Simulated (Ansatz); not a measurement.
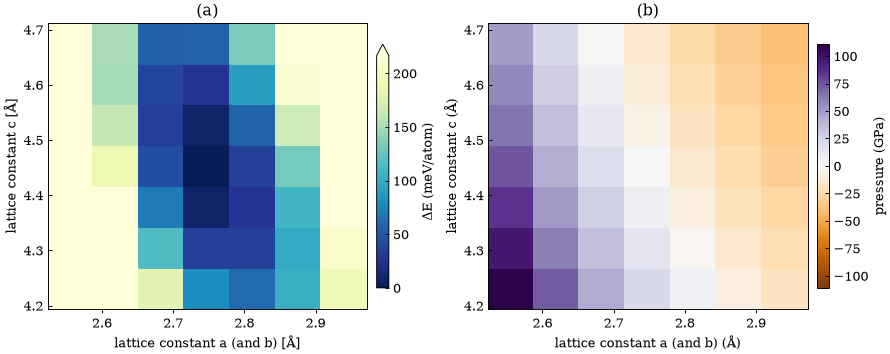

Ir (P6_3/mmc, No. 194; 2 atoms in the cell). The energy is mapped over the lattice constants a and c of the conventional cell. Coordinates scanned: (1) lattice constant a (and b); (2) lattice constant c. Nothing is relaxed (symmetry fixes all fractional coordinates). The scan uses a 7 × 7 grid. Points are written as (first, second). Energies are in meV/atom, from the lowest grid point. Method: Ansatz 0.2.0, DFT PBE, scalar-relativistic, plane waves, PAW. Settings: cutoff 420 eV, k-mesh 18×18×10 in the order of the run's cell vectors, gaussian smearing 0.15 eV, no spin polarisation.

Panel (a) is the energy; panel (b) is the computed pressure, in GPa.

Drawn: one coloured cell a grid point, one colour for all values above the top of the scale.

### How does the pressure vary over the map, and what is it at the lowest grid point?

It runs from −39 GPa at (2.940 Å, 4.676 Å) to 111 GPa at (2.555 Å, 4.230 Å). At the lowest grid point, (2.748 Å, 4.453 Å), it is 0 GPa.

PAW datasets: the set soft_1.
